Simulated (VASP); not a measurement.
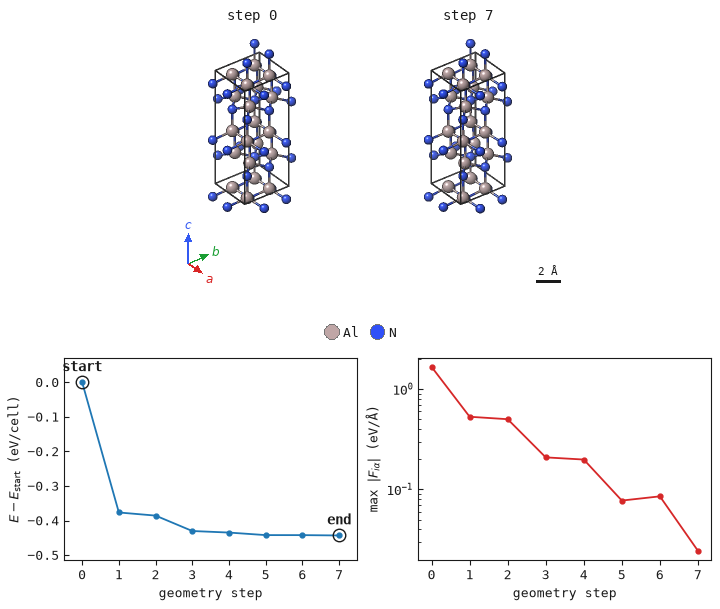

First and last geometry of a relaxation of a defect cell of composition Al$_{16}$N$_{15}$, with the history of the run. Style: ball-and-stick. Shown: the cell of the calculation, from a free direction.

The run lets the atoms move in a fixed cell.

All numbers below come from Kohn-Sham DFT of a periodic cell, PBEsol, VASP PAW PBE potentials, recommended (VASP).

The input:
```
SYSTEM = Al16N15
PREC = Accurate
ENCUT = 450
EDIFF = 1E-5
ISMEAR = 0
SIGMA = 0.03
LREAL = Auto
LASPH = .TRUE.
NELM = 120
ALGO = Normal
ISIF = 2
LWAVE = .FALSE.
LCHARG = .FALSE.
ISPIN = 2
MAGMOM = 0.5 0 0 0 0 0 0 0 0.5 0 0.5 0 0.5 0 0 0 0 0 0 0 0 0 0 0 0 0 0 0 0 0 0
LORBIT = 11
GGA = PS
IBRION = 2
NSW = 40
EDIFFG = -0.03
NELECT = 124.0
KPAR = 4
```

Run as
```bash
cat potpaw_PBE.64/Al/POTCAR potpaw_PBE.64/N/POTCAR > POTCAR
mpirun -np 8 vasp_std > vasp.out
```

### Did the run converge, and what did it change?

It converged. The largest moves, 0.10 Å, are those of Al atoms. By element the largest moves are Al 0.10 Å, N 0.03 Å. The lattice vectors keep their values. Near-neighbour distances that change, for instance: Al–N 1.889 → 1.932 Å, Al–N 1.902 → 1.942 Å, Al–N 1.889 → 1.871 Å, Al–N 1.902 → 1.888 Å. Among the angles between lasting bonds that change: Al–N–Al 108.1° → 102.3°, Al–N–Al 110.8° → 116.5°, N–Al–N 110.8° → 106.8°. After 7 geometry steps the energy has fallen by 0.443 eV per cell of the calculation. The largest force component goes from 1.7 to 0.024 eV/Å. It ran on 8 threads of AMD EPYC 9R45 (Zen 5), on a shared host.

Limits of the set-up: the periodic images lie only 6.2 Å apart, so the values are limited by the cell's size.
